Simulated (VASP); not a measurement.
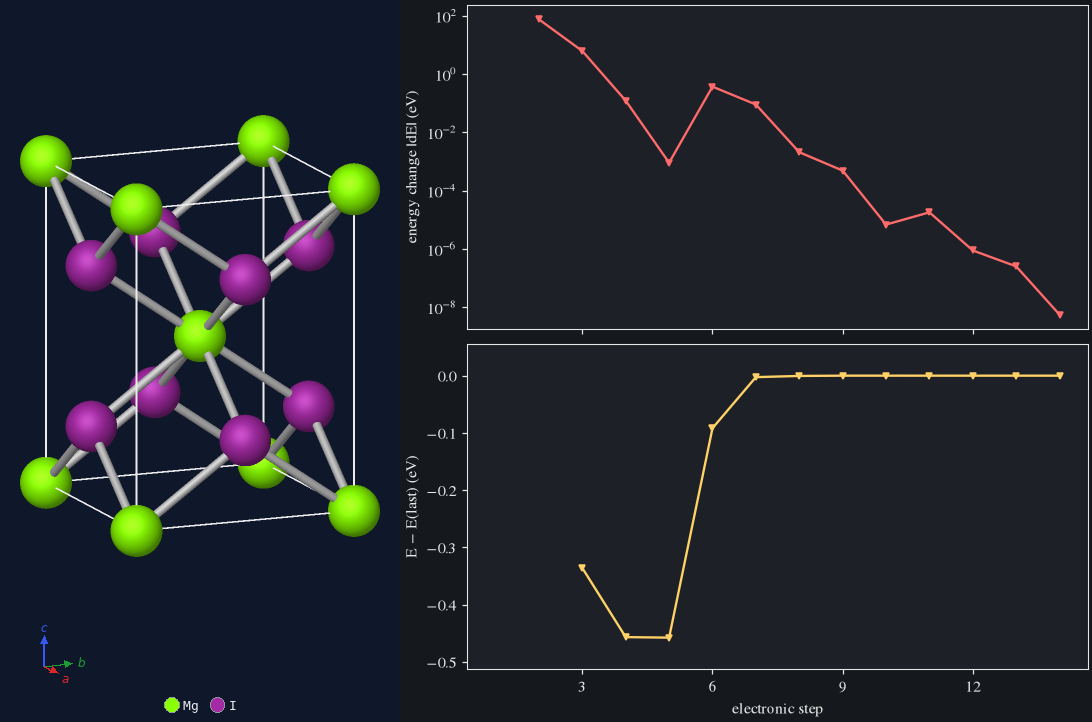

Beside the plot: the structure in its conventional cell.

The plot shows the electronic steps of a calculation: energy change |dE|, free energy less its last value. The first two energies lie far off the scale and aren't drawn.

Program: VASP.

INCAR
```
ENCUT = 520.000000
SIGMA = 0.020000
EDIFF = 1.00e-07
GGA = PE
PREC = Accurate
IBRION = -1
ISIF = 2
ISMEAR = -1
NBANDS = 15
NELM = 120
NSW = 0
LASPH = .TRUE.
LCHARG = .FALSE.
LWAVE = .FALSE.
LREAL = .FALSE.
```

KPOINTS
```
KPOINTS created by Atomic Simulation Environment
0
Gamma
6 6 6
0 0 0
```

POSCAR
```
Mg I
 1.0000000000000000
     0.0000000000000000    3.7557205858999998    3.7181633801000000
     3.7557205858999998    0.0000000000000000    3.7181633801000000
     3.7557205858999998    3.7557205858999998    0.0000000000000000
 Mg  I
   1   2
Cartesian
  0.0000000000000000  0.0000000000000000  0.0000000000000000
  1.8778602929499997  1.8778602929499997  1.8590816900500000
  5.6335808788499984  5.6335808788499984  5.5772450701500000
```

Q: How did this run end?

A: Converged, in 14 steps. The energy change falls unevenly and jumps up by a factor of two or more twice on the way down, most sharply at step 6 (by a factor of about 400). The jump at step 6 comes where the charge density, held fixed for the first 5 steps, starts to be updated.

Q: What is the energy change at the start and at the end?

A: It starts near 70 and ends near 6 × 10⁻⁹ eV.
